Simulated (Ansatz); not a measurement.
## Single-point calculation of Zr2SiO4 (part 2 of 2)

The same run, continued: Zr2SiO4 (slab, 7 atoms in the cell); DFT PBE+D3(BJ), scalar-relativistic, plane waves, PAW, PAW set soft_1, spin-polarised (Ansatz 0.2.0); cutoff 420 eV, 9×9×1 k-mesh, Gaussian smearing of 0.05 eV, collinear spins. The structure derives from an entry of the Crystallography Open Database.

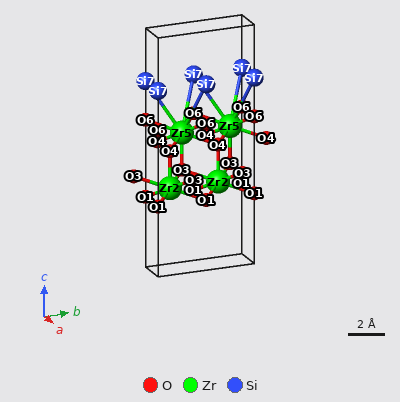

The structure (ball-and-stick view of the 1 × 2 repeat of the cell, with the vacuum cut short, seen slightly off an axis; bonded neighbours outside the cell are drawn too; atoms are numbered from 1 in the order of the input). An atom can appear more than once, as a periodic image.

```
WARN: the starting moments were not kept: the SCF closed with an absolute magnetisation of 4.3e-4 μB, where they sum to 2 μB in size (1 site). That is at most 0.1 of that sum. Measured as dr2_m measures the in/out step, that magnetisation stands 1.0e-8 eV from none, at or under the dr2_threshold of 1.0e-7 eV: it is no larger than a step whose dr2_m would equal this threshold. The system may hold no moment; this SCF shows only that its start led to no more than that. To try another start: raise the starting moments (crystal.atoms[].spin, magnetization.per_species, magnetization.initial_magnetization, or on a non-collinear deck that types none of these the spinor_matrix: blocks that start its atoms; where the total moment is fixed, keep their sum and leave initial_magnetization as it is; typed ones take the place of any that the run laid by itself, positive ones on a crystal's lanthanoids without a Hubbard term where scf.initial_density.shell_occupations: [] is typed) or, if the notice of its spin-set hold's release reads "site moments contracting" or "site moments show no strong build", lengthen the hold (scf.mixing.spin_hold: { on: { confirm: 4 } }; for m-r²SCAN on two components see the key's manual first). Each may lead to a state that holds a moment. A second SCF, from the converged charge density, with the starting moments and any scf.initial_density.shell_occupations laid on it anew, would have followed, and was not run: the deck does not ask for one (magnetization.retry_lost_moments is false, the default). To let it run, set magnetization.retry_lost_moments: true and run the deck again, where that key's refused combinations let it; where memory then withholds it, that run's warning says so.
WARN: The output density's exchange-correlation potential varies sharply where the density is thin. Do not read a vacuum level from v_tot or v_xc, or from such a field of the output density. On a cell that repeats whose density bears no net charge and no dipole along the vacuum's axis use v_es (v_loc + v_h of the components); under efield.dipole_correction with no amplitude use v_es + v_field, which holds any external_charges[].barrier, or the levels of the report's work_function block, which leave it out; under a non-zero efield.amplitude the vacuum is tilted and has no level; on a cell that repeats and bears such a dipole with no correction it is tilted too, and efield.dipole_correction with no amplitude gives each side of its ramp a level where efield: is served; in a cell that repeats whose density bears a net charge (total_charge, or a fill off its count) it is curved and has none; of a slab under crystal.periodic whose density bears no net charge use v_es, which has a level on each side, short of where the two are joined; of another it falls or rises all the way out and has none; of a slab beside external_charges read slab_vacuum_level instead, which it has where they leave it neutral. The grid or the basis barely resolves most such structure, and the values can differ between equally converged runs; as a rule a tighter scf.convergence.dr2_threshold does not remove it. Where the density itself ripples (under the LDA too) a higher basis.ecutwfc lessens it. The files hold the spikes' plane waves up to the density's cutoff. Files: v_tot_of_output_density and the like, and their columns of v_z.tsv (output.write_potential); v_xc_of_output_density and the like, and their columns of v_comp_z.tsv (output.write_potential_components). Measured: with its Gaussian average of σ = 0.25 Å subtracted twice, the exchange-correlation potential is over 0.1 eV at 24 of the grid points where the equally averaged density (valence and model cores) is under 1e-3 e/Å³, and 0.130 eV at the most among them, at an averaged density of 3.7e-8 e/Å³. The input density's (outcome.potential() and, of a run that writes arrays, v_tot and v_xc) is over 0.1 eV, so measured, at 20 points of its own thin density, 0.178 eV at the most. See output.write_potential in the manual, Limitations
SCF converged after 22 iterations
Magnetization: 0.0004 μB (26.0002 up, 25.9998 down)
Absolute magnetization: 0.0004 μB (∫|ρ↑−ρ↓|, with the PAW one-centre terms)
Spin contamination: 0.0000 ħ² per cell (⟨S²⟩ above its minimum at these occupations)
Per-site moments (μB) at R_I (Å): [(-8.978762618626148e-7, 0.9087267699107898), (2.6585761514261535e-5, 0.8665368589999461), (-1.1368262451000224e-6, 0.8707572674008185), (-9.361993179519259e-7, 0.8665368589999461), (6.011527902513689e-5, 0.8707572674008185), (1.4587966866936944e-5, 0.9074999997462698), (3.016883462601746e-5, 0.9074999997462698)]
Free energy (F): -11281.590033 eV
Harris-Foulkes:  -11281.590033 eV  (|F-HF|=1.38e-9)
Internal energy: -11281.585589 eV  (E = F + TS)
E sigma→0 (E₀):  -11281.587811 eV
Entropy (-TS):   -0.004444 eV (-0.635 meV/atom)
Fermi energy:    2.810089 eV
Dipole field:    D = -0.031735 V/Å  (p = -0.042010 e·Å, saw-weighted, corrected)
Work function:   Φ+ = 3.5707 eV   Φ− = 2.8924 eV
Levels:          The Fermi level and band energies are counted from a zero that moves with the ramp; work functions are not
--- Per-component energies (eV) ---
  E_band       = -736.550479
  E_kinetic    = 1339.450842
  E_local      = -39934.965826  (includes V_loc(G=0)·N_el)
  E_nonlocal   = 374.925968
  E_hartree    = 19311.184783
  E_xc         = -651.553140
  E_vxc        = -777.490222  (∫ρ·V_xc dr)
  E_paw        = -7086.621165  (= ΣΔE_a)
  E_vpaw       = -359.555532  (= ΣTr[D̂ρ^β])
  E_aug_tail   = 0.003115  (compensation charges beyond the density's cutoff)
  E_efield     = 0.000667  (sawtooth field / dipole correction)
  E_vefield    = -1.292699  (∫n·V_field dr)
  E_ewald      = 15367.436795
  E_disp       = -1.447628  (pairwise vdW)
  E_smearing   = -0.004444  (= −TS)
  E_closure    = -0.000000  (closes the sum)
  Σ components = -11281.590033   (vs F -11281.590033, Δ=0.00e0)
--- Forces (eV/Å), atoms counted from 1 ---
  atom   1  O      0.00000000    -0.00000000    -0.56117179
  atom   2  Zr     0.00000000    -0.00000000    -0.01463205
  atom   3  O      0.00000000    -0.00000000     0.22257366
  atom   4  O     -0.00000000     0.00000000     0.34605137
  atom   5  Zr     0.00000000     0.00000000     0.72057038
  atom   6  O     -0.00000000     0.00000000     0.49680799
  atom   7  Si    -0.00000000    -0.00000000    -1.21019095
  max |Σ_I F_I| component: 8.60e-6 eV/Å
--- Band table (eV; the first three rows and the last of 24) ---
  k-point 0 ↑: bands = ["-48.7897", "-48.6495", "-27.1746", "-26.7139", "-26.6561", "-26.6561", "-26.4667", "-26.4667", "-18.5183", "-17.8096", "-16.8301", "-16.0787", "-6.1182", "-5.6236", "-5.6236", "-4.8988", "-4.8239", "-4.8239", "-2.8743", "-2.3940", "-2.0758", "-2.0758", "-2.0398", "-1.3245", "-1.3245", "2.8294", "2.9063", "2.9063", "3.3626", "3.3626", "4.4053", "5.1438", "5.9638", "6.1356"]
  k-point 1 ↑: bands = ["-48.7860", "-48.6461", "-27.1594", "-26.7651", "-26.6754", "-26.6667", "-26.5270", "-26.4765", "-18.3836", "-17.6906", "-16.9103", "-16.1547", "-6.0517", "-5.5280", "-5.3893", "-5.0951", "-4.6612", "-4.3757", "-3.2714", "-2.5097", "-2.2544", "-2.1801", "-1.7641", "-1.3368", "-1.3255", "2.8161", "2.9833", "3.0806", "3.4501", "3.5331", "4.5318", "4.8797", "5.6633", "6.0907"]
  k-point 2 ↑: bands = ["-48.7763", "-48.6374", "-27.1319", "-26.9104", "-26.7253", "-26.6932", "-26.6377", "-26.5012", "-18.0617", "-17.4286", "-17.0863", "-16.2962", "-5.8228", "-5.2829", "-5.2793", "-4.6775", "-4.2132", "-4.1699", "-3.6312", "-2.7009", "-2.5722", "-2.1290", "-1.5551", "-1.4488", "-1.3065", "2.8244", "3.1622", "3.2302", "3.5820", "3.8176", "3.9460", "4.7068", "5.3711", "5.6239"]
  k-point 11 ↓: bands = ["-48.7530", "-48.6166", "-27.1181", "-27.0150", "-27.0105", "-26.8118", "-26.7212", "-26.6828", "-17.4640", "-17.2112", "-17.1604", "-16.2398", "-5.6205", "-4.9341", "-4.9253", "-4.4584", "-3.7900", "-3.7711", "-2.9226", "-2.4487", "-2.3032", "-2.1289", "-1.4965", "-1.4215", "-1.1942", "1.4957", "1.7349", "3.3883", "3.6064", "3.7199", "4.1217", "4.7657", "4.9779", "5.1228"]
--- Löwdin populations: 7 sites ---
  site symbol       q [e]    m [muB]
     0      O      6.7552    -0.0000
     1     Zr     10.4747     0.0001
     2      O      6.6709    -0.0000
     3      O      6.6673    -0.0000
     4     Zr     10.5366     0.0002
     5      O      6.6826     0.0000
     6     Si      3.9681     0.0002
  spilling = 0.004706 (of n_electrons = 52.000000)
```

File populations.tsv
```
# site	symbol	l	j	q_up	q_dn
# orbitals = lowdin
# n_electrons = 52.000000
# spilling = 0.004706
0	O	0_2S	-	0.881473	0.881473
0	O	1_2P	-	2.496140	2.496142
1	Zr	0_4S	-	0.984189	0.984189
1	Zr	0_5S	-	0.195233	0.195230
1	Zr	1_4P	-	2.990267	2.990267
1	Zr	2_4D	-	1.067668	1.067609
2	O	0_2S	-	0.859665	0.859664
2	O	1_2P	-	2.475805	2.475808
3	O	0_2S	-	0.858311	0.858310
3	O	1_2P	-	2.475324	2.475327
4	Zr	0_4S	-	0.982813	0.982812
4	Zr	0_5S	-	0.202885	0.202867
4	Zr	1_4P	-	2.990563	2.990563
4	Zr	2_4D	-	1.092110	1.091976
5	O	0_2S	-	0.872203	0.872194
5	O	1_2P	-	2.469088	2.469080
6	Si	0_3S	-	0.942324	0.942325
6	Si	1_3P	-	1.041795	1.041621
```

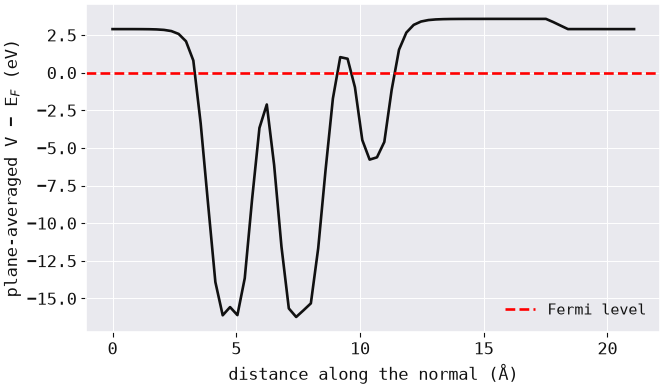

Plane average of the electrostatic potential energy of an electron across the cell, from the Fermi level. The vacuum level lies 3.57 eV above the Fermi level on the upper side and 2.89 eV on the lower.

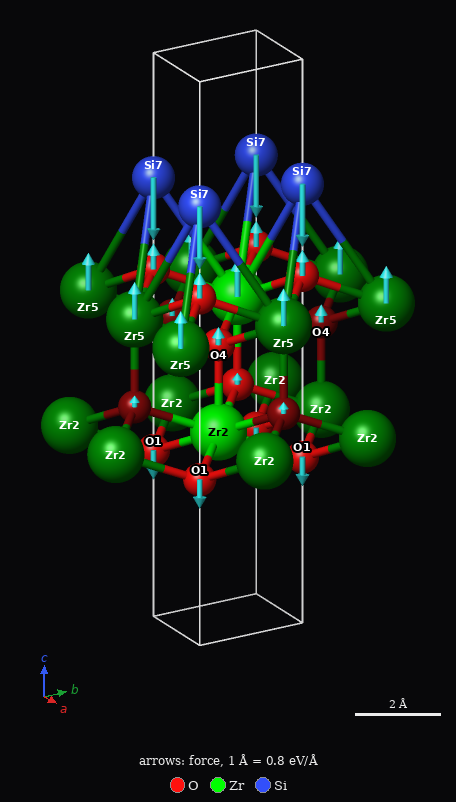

Forces on the atoms as teal arrows (ball-and-stick view of the cell of the calculation, with the vacuum cut short, seen slightly off an axis; neighbours outside the cell are drawn fainter; atoms are numbered from 1 in the order of the input); the smallest are left out. The largest act on Si7 (1.21 eV/Å); Zr5 (0.72 eV/Å); O1 (0.56 eV/Å); O6 (0.50 eV/Å). The geometry is not a stationary point of this energy.

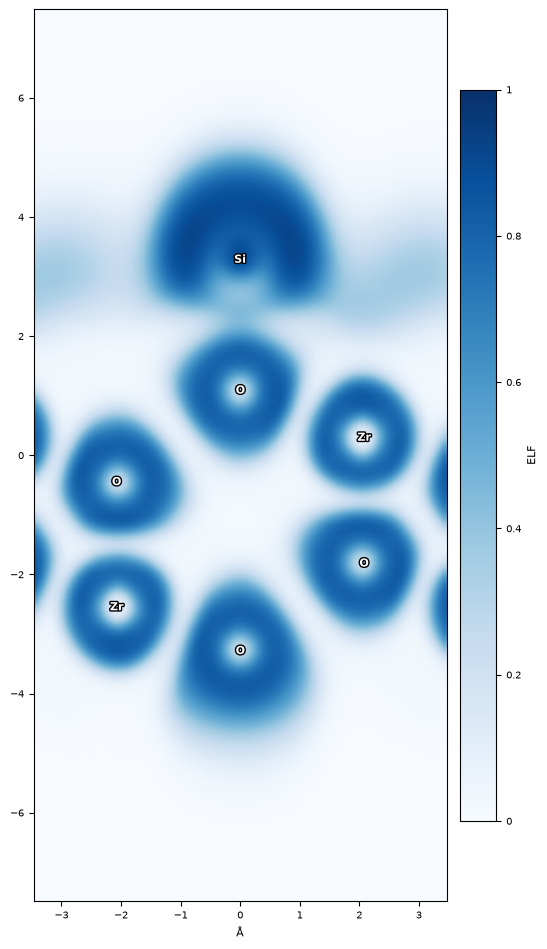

ELF on the (110) plane of the calculation cell, a cut from vacuum to vacuum. Zr–O (2.10 Å): the ELF peaks at about 0.85 in the valence shell of O, 0.6 Å from its nucleus, and drops to about 0.25 between the two atoms; a polar contact without a shared pair, in a metal. Zr–O (2.20 Å): the ELF peaks at about 0.85 in the valence shell of O, 0.6 Å from its nucleus, and drops to about 0.20 between the two atoms; no shared pair; the contact is polar. The strong features right at Zr lie inside the PAW spheres (semicore, d or f shells) and say nothing about bonding. The fields are those of the smooth PAW valence density.

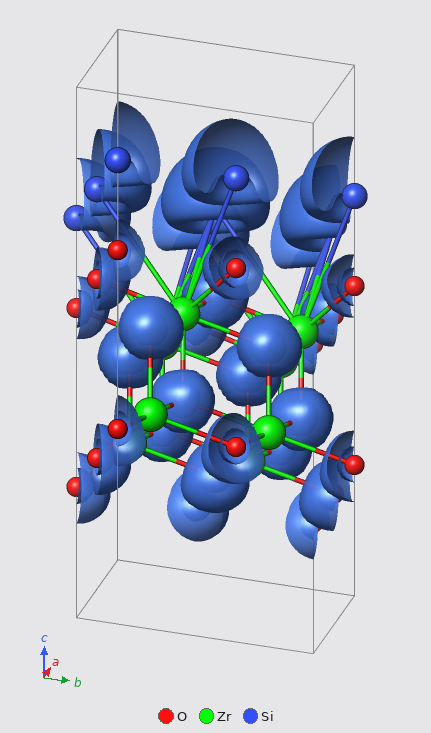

Isosurface of the electron localisation function at 0.75 (blue), seen at an oblique angle. Only the valence region is drawn (cores and ρ < 0.01 e/Å³ removed). Sticks mark near contacts. Along the contacts the grid gives the following. Zr–O (2.10 Å): the ELF peaks at about 0.85 in the valence shell of O, 0.6 Å from its nucleus, and drops to about 0.25 between the two atoms; a polar contact without a shared pair, in a metal.

This output came from the following input.

Input
```yaml
crystal:
  lattice:
    - [3.597441458, 0.0, 0.0]
    - [-1.798720729, 3.1154756913, 0.0]
    - [0.0, 0.0, 21.3728427344]
  atoms:
    - { symbol: O, position: [0.0, 0.0, 0.1871533913] }
    - { symbol: Zr, position: [0.6666666667, 0.3333333333, 0.221511229] }
    - { symbol: O, position: [0.3333333333, 0.6666666667, 0.2558690668] }
    - { symbol: O, position: [0.6666666667, 0.3333333333, 0.3197992968] }
    - { symbol: Zr, position: [0.3333333333, 0.6666666667, 0.3546358399] }
    - { symbol: O, position: [0.0, 0.0, 0.3917514782] }
    - { symbol: Si, position: [0.0, 0.0, 0.4946858434], spin: 2.0 }
basis:
  ecutwfc: 420
kpoints:
  mp_grid: { grid: [9, 9, 1] }
hamiltonian:
  xc: pbe
  pseudopotentials: { kind: paw, azcp: { folder: soft_1 } }
  dispersion: d3bj
scf:
  occupations: { method: gaussian, width: 0.05 }
output:
  forces: true
  eigenvalues: true
  populations: true
  write_density: true
  write_potential: true
  elf: true
  volumetric_format: npy
magnetization:
  spin_polarized: true
efield:
  axis: 3
  dipole_correction: true
  ramp_width: 0.04
```

Launch command:
```bash
ansatz run input.yaml --threads 1 --pin off --max-ram 3072MiB --backend cpu --events-out ev --progress --plain --runs-dir out
```

Summary

| quantity | value |
| --- | --- |
| outcome | converged |
| electrons treated | 52 |
| free energy | −11281.5900 eV |
| work function, top face | 3.57 eV |
| work function, bottom face | 2.89 eV |
| Fermi energy | 2.810 eV |
| gap on the k-point mesh | none (metallic) |
| net moment of the cell | 0.00 μB |
| integrated absolute moment | 0.00 μB |
| work function (upper face) | 3.57 eV |
| largest force (length of the vector) | 1.210 eV/Å |
| hardware | 1 thread of Arm Neoverse V1, 24 GiB of memory available, shared host |
| wall time | 51 s |
| peak memory | 0.48 GiB |

The program warns: some starting moments were not kept; the exchange-correlation potential is rough where the density is thin.
